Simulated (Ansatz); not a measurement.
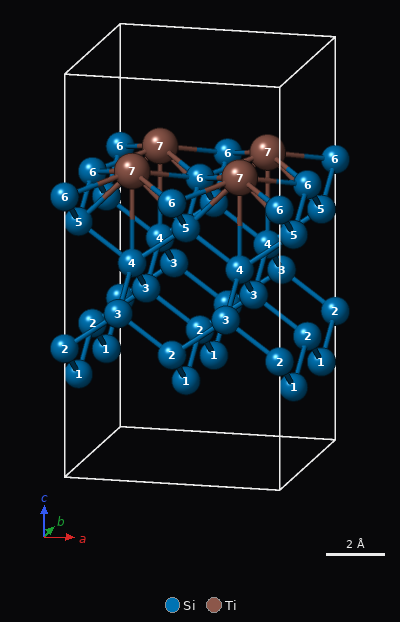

*The input geometry (ball-and-stick view of the 2 × 2 repeat of the cell, with the vacuum cut short, seen slightly off an axis; atoms are numbered from 1 in the order of the input). An atom can appear more than once, as a periodic image.*

**TiSi6: geometry relaxation (part 1 of 4)**

The run: geometry relaxation of TiSi6 (slab, 7 atoms in the cell). Method and program: DFT PBEsol, scalar-relativistic, plane waves, PAW, spin-polarised (Ansatz 0.2.0).

The structure derives from an entry of the Crystallography Open Database. The input holds or restrains some coordinates. Forces given for the steps count only the free coordinates. It belongs to a series of runs on one base structure; here: Ti put at a hollow Si-Si site. Figures and captions count atoms from 1; the log counts them from 0 in places.

Input file
```yaml
crystal:
  lattice:
    - [3.8417168286, 0.0, 0.0]
    - [0.0, 3.8417168286, 0.0]
    - [0.0, 0.0, 25.7912600522]
  atoms:
    - { symbol: Si, position: [0.0, 0.5, 0.3295690084] }
    - { symbol: Si, position: [0.0, 0.0, 0.3822322752] }
    - { symbol: Si, position: [0.5, 0.0, 0.4348955421] }
    - { symbol: Si, position: [0.5, 0.5, 0.4872505127] }
    - { symbol: Si, position: [0.0, 0.5, 0.5400001606] }
    - { symbol: Si, position: [0.0, 0.0, 0.5916358895] }
    - { symbol: Ti, position: [0.5, 0.5, 0.6141241277], spin: 2.0 }
basis:
  ecutwfc: 420
kpoints:
  mp_grid: { grid: [8, 8, 1] }
hamiltonian:
  xc: pbesol
scf:
  occupations: { method: gaussian, width: 0.05 }
output:
  forces: true
  eigenvalues: true
  populations: true
  write_density: true
  write_potential: true
  elf: true
  volumetric_format: npy
magnetization:
  spin_polarized: true
relax:
  adjacent_minimum: "off"
  f_tol: 0.03
  max_steps: 70
  constraints: [{ sites: [0, 1, 2] }]
efield:
  axis: 3
  dipole_correction: true
  ramp_width: 0.04
```

Command:
```bash
ansatz run input.yaml --threads 2 --pin off --max-ram 5120MiB --backend cpu --events-out ev --progress --plain --runs-dir out
```

What the program printed
```
Engine: ansatz 0.2.0, x86_64-unknown-linux-gnu
Pseudopotentials: kind: paw
Pseudopotential: Si, paw, valence charge 4, recommended cutoff 420 eV (normal), Si.paw.azcp
Pseudopotential: Ti, paw, valence charge 12, recommended cutoff 420 eV (normal), Ti.paw.azcp
Functional definition: PBEsol
  exchange = pbesol_x
  correlation = pbesol_c
Crystal: 7 atoms, lattice volume = 380.648 Å³
Basis set: ecut = 420 eV, 7511 PW (Γ), exchange–correlation on 54×54×360 points (8 copies of the dense FFT grid, shifted against one another)
Bands: 26, of which v1, the nominal top of the filled ones, is band 18 counted from 1 (17 counted from 0)
Symmetry: 4 space group operations
k-points: 25 of 64
Non-local potential: Si, projectors of the file, l = 0: 2, l = 1: 2, l = 2: 2
Non-local potential: Ti, projectors of the file, l = 0: 3, l = 1: 2, l = 2: 3, l = 3: 1
PAW form: soft (Blöchl's): semilocal exchange-correlation on the pseudo side does not see the compensation charge
PAW frozen core: Si, regenerated for the run's functional, and the local potential with it (the file was generated under x = pbe(κ = 0.804, μ = 0.2195149727645171), c = pbe(β = 0.06672455060314922))
PAW frozen core: Ti, regenerated for the run's functional, and the local potential with it (the file was generated under x = pbe(κ = 0.804, μ = 0.2195149727645171), c = pbe(β = 0.06672455060314922))
PAW one-centre angular grid: Si, 110 points (default); XC on 64 Gauss nodes
PAW one-centre angular grid: Ti, 590 points (default); XC on 64 Gauss nodes
Initial density: superposition of atomic densities (neutral atoms: chi_scale 0, normalization atom)
Starting moments: Σ|m| = 2 μB on 1 of 7 sites
Initial wavefunctions: pseudopotential atomic-orbital guess
Functional: x = pbesol(κ = 0.804, μ = 0.12345679012345678), c = pbesol(β = 0.046)
SCF iter   1: F=—  HF=-6200.295870 eV  |F-HF|=—  |Δ(HF+E_count)|=         —  Δρ=1.76e-2 (↑1.76e-2 ↓1.28e-2)  dr2=5.77e0  dr2_m=2.65e-1  M=1.555 μB ∫|m|=1.660 μB  β_m=1.00  ethr=3.10e-3  p=-0.000 e·Å  D=-2.31e-7 V/Å  ΔV_dip=0.00 eV  dr2_dipole=2.97e-1  V_vac-E_F(+/−)=6.37/6.37 eV  ⟨swp⟩=9.6  Hψ=8648  notcnv=0
Mixer restart at iter 1: flushing history
efield: sawtooth ramp at fractional position 0.9518 (placed from the atoms, in the widest stretch of the axis that holds none; the zero of the levels goes with the place), width 0.0400; the density the first Hamiltonian is built on has a dipole p = -0.000 e·Å; the dipole correction subtracts the counter field D = -2.31e-7 V/Å, which shifts the + side's vacuum level by +0.00 eV against the − side's; the planar-averaged density in the ramp window peaks in size at 1.1e-6 e/Å³
preconditioner: auto → LDOS  [metal: Δε(μ)=0.023 eV  Ē_g=6.644 eV  σ=0.050 eV  W_gap=0.24  n_scr=42 (ndim 8)  ℏωp=10.1 eV  f_vac=0.540  D(μ)=5.36/eV (n_scr^D=12)]
spin=Collinear: LDOS preconditioning applied to the charge; magnetization (m = ρ↑ − ρ↓) channel mixes plain (no charge-response kernel on spin).
SCF iter   2: F=—  HF=-6199.772769 eV  |F-HF|=—  |Δ(HF+E_count)|=   5.23e-1  Δρ=9.70e-3 (↑9.70e-3 ↓9.18e-3)  dr2=3.59e0  dr2_m=2.47e-3  M=1.583 μB ∫|m|=1.687 μB  β_m=0.47  ethr=3.10e-3  p=0.051 e·Å  D=2.44e-2 V/Å  ΔV_dip=-0.63 eV  dr2_dipole=3.38e-1  V_vac-E_F(+/−)=5.56/6.19 eV  ⟨swp⟩=2.1  Hψ=1961  notcnv=0  defer=87
density mixer auto → msr1: a metal under ldos (density of states about μ 1.21 of a free-electron gas's, 42 screened modes)
SCF iter   3: F=—  HF=-6199.189849 eV  |F-HF|=—  |Δ(HF+E_count)|=   5.83e-1  Δρ=7.60e-3 (↑4.19e-3 ↓7.60e-3)  dr2=4.73e-1  dr2_m=9.92e-2  M=1.564 μB ∫|m|=1.692 μB  β_m=0.73  ethr=3.10e-3  p=0.149 e·Å  D=7.07e-2 V/Å  ΔV_dip=-1.82 eV  dr2_dipole=6.51e-2  V_vac-E_F(+/−)=4.01/5.84 eV  ⟨swp⟩=3.0  Hψ=2275  notcnv=0  defer=109
SCF iter   4: F=—  HF=-6199.284554 eV  |F-HF|=—  |Δ(HF+E_count)|=   9.47e-2  Δρ=9.38e-4 (↑7.03e-4 ↓9.38e-4)  dr2=2.47e-2  dr2_m=1.34e-3  M=1.519 μB ∫|m|=1.655 μB  β_m=0.82  ethr=1.31e-3  p=0.174 e·Å  D=8.29e-2 V/Å  ΔV_dip=-2.14 eV  dr2_dipole=1.48e-3  V_vac-E_F(+/−)=3.54/5.68 eV  ⟨swp⟩=2.5  Hψ=2000  notcnv=0  defer=102
SCF iter   5: F=—  HF=-6199.289757 eV  |F-HF|=—  |Δ(HF+E_count)|=         —  Δρ=7.33e-4 (↑7.33e-4 ↓2.58e-4)  dr2=8.09e-3  dr2_m=6.38e-4  M=1.537 μB ∫|m|=1.673 μB  β_m=0.82  ethr=6.87e-5  p=0.183 e·Å  D=8.68e-2 V/Å  ΔV_dip=-2.24 eV  dr2_dipole=3.27e-3  V_vac-E_F(+/−)=3.36/5.60 eV  ⟨swp⟩=2.7  Hψ=2436  notcnv=0  defer=103
SCF iter   6: F=—  HF=-6199.289938 eV  |F-HF|=—  |Δ(HF+E_count)|=   1.81e-4  Δρ=2.01e-4 (↑2.01e-4 ↓9.34e-5)  dr2=3.12e-4  dr2_m=5.01e-5  M=1.523 μB ∫|m|=1.661 μB  β_m=0.76  ethr=2.25e-5  p=0.180 e·Å  D=8.55e-2 V/Å  ΔV_dip=-2.20 eV  dr2_dipole=4.76e-5  V_vac-E_F(+/−)=3.38/5.58 eV  ⟨swp⟩=2.2  Hψ=1771  notcnv=0  defer=103
SCF iter   7: F=—  HF=-6199.289950 eV  |F-HF|=—  |Δ(HF+E_count)|=   1.27e-5  Δρ=7.55e-5 (↑7.55e-5 ↓3.64e-5)  dr2=1.22e-4  dr2_m=6.70e-6  M=1.526 μB ∫|m|=1.665 μB  β_m=0.79  ethr=8.67e-7  p=0.180 e·Å  D=8.55e-2 V/Å  ΔV_dip=-2.21 eV  dr2_dipole=5.72e-5  V_vac-E_F(+/−)=3.37/5.57 eV  ⟨swp⟩=2.5  Hψ=2150  notcnv=0  defer=103
SCF iter   8: F=—  HF=-6199.289962 eV  |F-HF|=—  |Δ(HF+E_count)|=   1.13e-5  Δρ=1.76e-5 (↑1.23e-5 ↓1.76e-5)  dr2=4.55e-6  dr2_m=5.03e-7  M=1.524 μB ∫|m|=1.664 μB  β_m=0.88  ethr=3.38e-7  p=0.179 e·Å  D=8.52e-2 V/Å  ΔV_dip=-2.20 eV  dr2_dipole=1.09e-8  V_vac-E_F(+/−)=3.37/5.56 eV  ⟨swp⟩=2.1  Hψ=1617  notcnv=0  defer=103
SCF iter   9: F=-6199.289954 eV  HF=-6199.289965 eV  |F-HF|=1.13e-5  |Δ(HF+E_count)|=   3.55e-6  Δρ=1.18e-5 (↑1.11e-5 ↓1.18e-5)  dr2=9.25e-6  dr2_m=1.88e-7  M=1.523 μB ∫|m|=1.664 μB  ethr=1.26e-8  p=0.179 e·Å  D=8.51e-2 V/Å  ΔV_dip=-2.20 eV  dr2_dipole=3.07e-6  V_vac-E_F(+/−)=3.37/5.56 eV  ⟨swp⟩=21.7  Hψ=14221  notcnv=0
SCF 1 converged in 9 iterations: F = -6199.289954 eV  dr2 = 9.25e-6
  greatest PAW one-centre occupation: 0.999 electrons in one spin orbital (limit 2), on the Ti atom at site 6 (counted from 0), in its partial waves of l = 0
relax step   1: F+E_penalty+E_count = -6199.28995401 eV  Δ(F+E_penalty+E_count) = +0.000e0 eV  max|allowed force component| = 1.743e0 eV/Å  Δτ_max = 0.0000 Å  (9 SCF iters, dr2 threshold 2.25e-5 eV, accepted)
Initial density: handed on by an earlier stage of this run
Starting moments: Σ|m| = 2 μB on 1 of 7 sites; this step starts from the density that it was given
Initial wavefunctions: those handed on with the density
iter 1 solved again at ethr=2.85e-4 eV; its pass at ethr=3.10e-3 eV (dr2=1.03e-1 eV) is discarded
```
